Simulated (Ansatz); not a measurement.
# Calculations on SiNi$_{2}$

Part 1: Relaxation

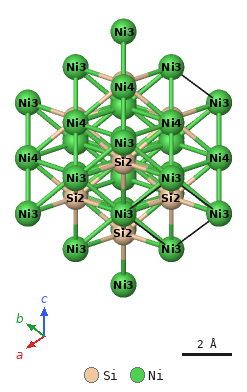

Crystalline SiNi2 (set up in P6_3/mmc), before the relaxation. The picture is a ball-and-stick view of the cell of the calculation, repeated 2 × 2 × 1 with one cell outlined, seen from a free direction.

Case: volume × 1.10, shape and atoms relaxed.

Method: Ansatz 0.2.0, DFT r2SCAN, scalar-relativistic, plane waves, PAW.

The input:
```yaml
crystal:
  lattice:
    - [3.9821063283, 0.0, 0.0]
    - [-1.9910531641, 3.4486052409, 0.0]
    - [0.0, 0.0, 5.1174407539]
  atoms:
    - { symbol: Si, position: [0.3333333333, 0.6666666667, 0.75] }
    - { symbol: Si, position: [0.6666666667, 0.3333333333, 0.25] }
    - { symbol: Ni, position: [0.0, 0.0, 0.0] }
    - { symbol: Ni, position: [0.0, 0.0, 0.5] }
    - { symbol: Ni, position: [0.3333333333, 0.6666666667, 0.25] }
    - { symbol: Ni, position: [0.6666666667, 0.3333333333, 0.75] }
basis:
  ecutwfc: 500
kpoints:
  mp_grid: { grid: [12, 12, 8] }
hamiltonian:
  xc: r2scan
scf:
  occupations: { method: gaussian, width: 0.1 }
output:
  forces: true
  stress: true
  eigenvalues: true
relax:
  adjacent_minimum: "off"
  f_tol: 0.01
  max_steps: 30
  cell: { stress_tol: 0.1, fix: [volume] }
```

Launched with:
```bash
ansatz run input.yaml --threads 1 --pin off --max-ram 2560MiB --backend cpu --events-out ev --progress --plain --runs-dir out
```

> What does the optimiser find from here?

No atom moves by more than 0.005 Å relative to the cell. The drawn cell changes at constant volume: a = b 3.982 → 3.972 Å (−0.3 %), c 5.117 → 5.144 Å (+0.5 %). Near-neighbour distances that change, for instance: Ni3–Ni4 2.559 → 2.572 Å, Si1–Ni5 2.559 → 2.572 Å, Si1–Ni6 2.299 → 2.293 Å. The space group stays P6_3/mmc (No. 194). The energy falls by 0.3 meV per atom in 2 accepted moves (3 points after the start). All forces vanish by symmetry, so only the cell relaxes. The pressure goes from −17.15 to −16.96 GPa. At 1 point the geometry stayed and the basis and grid were re-selected for the new cell (energy shift of less than 0.05 meV per atom at most each time).

History of the run:

```json
{"step": "0", "E − E(0), meV/atom": "0.00", "pressure, GPa": "-17.15", "note": ""}
{"step": "1", "E − E(0), meV/atom": "-0.15", "pressure, GPa": "-17.09", "note": ""}
{"step": "2", "E − E(0), meV/atom": "-0.26", "pressure, GPa": "-16.96", "note": ""}
{"step": "3", "E − E(0), meV/atom": "-0.26", "pressure, GPa": "-16.96", "note": "same geometry, new basis"}
```

Part 2: Relaxation

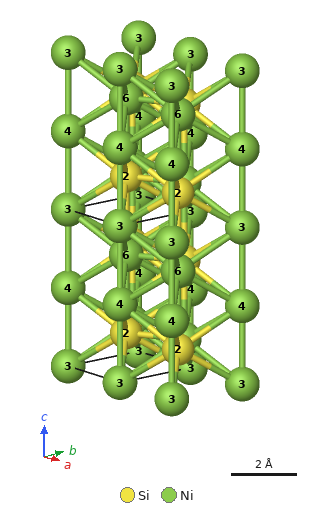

Starting structure of crystalline SiNi$_{2}$ (set up in P6_3/mmc). The picture is a ball-and-stick view of the cell of the calculation, repeated 2 × 1 × 2 with one cell outlined, seen from a free direction.

Level of theory: Ansatz 0.2.0, DFT r2SCAN, scalar-relativistic, plane waves, PAW.

Input
```yaml
crystal:
  lattice:
    - [3.836, 0.0, 0.0]
    - [-1.918, 3.3220734489, 0.0]
    - [0.0, 0.0, 4.948]
  atoms:
    - { symbol: Si, position: [0.3333333333, 0.6666666667, 0.75] }
    - { symbol: Si, position: [0.6666666667, 0.3333333333, 0.25] }
    - { symbol: Ni, position: [0.0, 0.0, 0.0] }
    - { symbol: Ni, position: [0.0, 0.0, 0.5] }
    - { symbol: Ni, position: [0.3333333333, 0.6666666667, 0.25] }
    - { symbol: Ni, position: [0.6666666667, 0.3333333333, 0.75] }
basis:
  ecutwfc: 500
kpoints:
  mp_grid: { grid: [12, 12, 8] }
hamiltonian:
  xc: r2scan
scf:
  occupations: { method: gaussian, width: 0.1 }
output:
  forces: true
  stress: true
  eigenvalues: true
relax:
  adjacent_minimum: "off"
  f_tol: 0.005
  max_steps: 80
  cell: { stress_tol: 0.05 }
```

Run as
```bash
ansatz run input.yaml --threads 1 --pin off --max-ram 2560MiB --backend cpu --events-out ev --progress --plain --runs-dir out
```

### What does the optimiser find from here?

After 4 accepted moves (5 points after the start) the energy has fallen by 2.7 meV per atom. All forces vanish by symmetry, so only the cell relaxes. The pressure goes from 3.49 to 0.01 GPa. At 1 point the geometry stayed and the basis and grid were re-selected for the new cell (energy shift of 0.1 meV per atom at most each time). The atoms keep their places relative to the cell (all moves are under 0.005 Å). Cell: a = b 3.836 → 3.870 Å (+0.9 %), c 4.948 → 4.927 Å (−0.4 %). Volume +1.3 %. Near-neighbour distances that change, for instance: Si1–Ni6 2.215 → 2.234 Å, Si1–Ni3 2.537 → 2.551 Å, Ni3–Ni5 2.537 → 2.551 Å, Si1–Ni5 2.474 → 2.463 Å. The space group stays P6_3/mmc (No. 194). Cost: 6.6 min on 1 thread of Intel(R) Xeon(R) Processor @ 2.50GHz (Skylake/Cascade Lake), on a shared host, peak memory 0.72 GiB.

The end point in the same view:

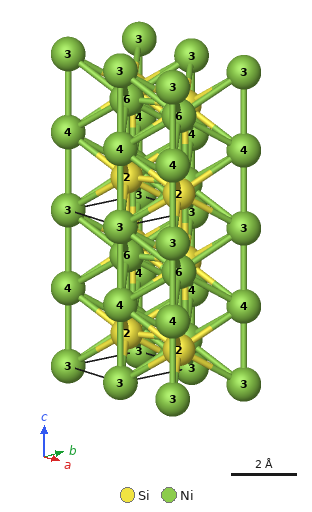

Part 3: A change

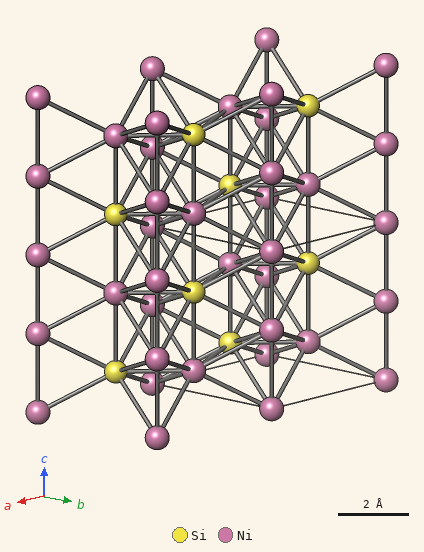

The starting point is crystalline SiNi2 (set up in P6_3/mmc). A ball-and-stick model of the cell of the calculation, repeated 2 × 1 × 2 with one cell outlined, seen from a free direction.

These are results of DFT r2SCAN, scalar-relativistic, plane waves, PAW (Ansatz 0.2.0), not measurements. Set-up: plane-wave cutoff 500 eV; k-point mesh 12 × 12 × 8; occupations gaussian; smearing width 0.1 eV; no spin polarisation.

The variant: The volume is changed by −3.0 %. The cell's shape and the atoms are relaxed at that volume.

Input file:
```yaml
crystal:
  lattice:
    - [3.830456501, 0.0, 0.0]
    - [-1.9152282505, 3.3172726379, 0.0]
    - [0.0, 0.0, 4.8770421299]
  atoms:
    - { symbol: Si, position: [0.3333333333, 0.6666666667, 0.75] }
    - { symbol: Si, position: [0.6666666667, 0.3333333333, 0.25] }
    - { symbol: Ni, position: [0.0, 0.0, 0.0] }
    - { symbol: Ni, position: [0.0, 0.0, 0.5] }
    - { symbol: Ni, position: [0.3333333333, 0.6666666667, 0.25] }
    - { symbol: Ni, position: [0.6666666667, 0.3333333333, 0.75] }
basis:
  ecutwfc: 500
kpoints:
  mp_grid: { grid: [12, 12, 8] }
hamiltonian:
  xc: r2scan
scf:
  occupations: { method: gaussian, width: 0.1 }
output:
  forces: true
  stress: true
  eigenvalues: true
relax:
  adjacent_minimum: "off"
  f_tol: 0.01
  max_steps: 30
  cell: { stress_tol: 0.1, fix: [volume] }
```

Command:
```bash
ansatz run input.yaml --threads 1 --pin off --max-ram 2560MiB --backend cpu --events-out ev --progress --plain --runs-dir out
```

> What does the calculation give for the changed structure?

It costs 7.1 meV per atom. The pressure goes from 0.0 to 7.4 GPa. Cell: a = b 3.870 → 3.836 Å (−0.9 %), c 4.927 → 4.864 Å (−1.3 %). Volume −3.0 %. The atoms keep their places relative to the cell (all moves are under 0.005 Å). Among the bonded contacts that change: Ni–Si 2.463 → 2.432 Å, Ni–Ni 2.463 → 2.432 Å, Ni–Si 2.551 → 2.526 Å, Ni–Ni 2.551 → 2.526 Å. The space group stays P6_3/mmc (No. 194).
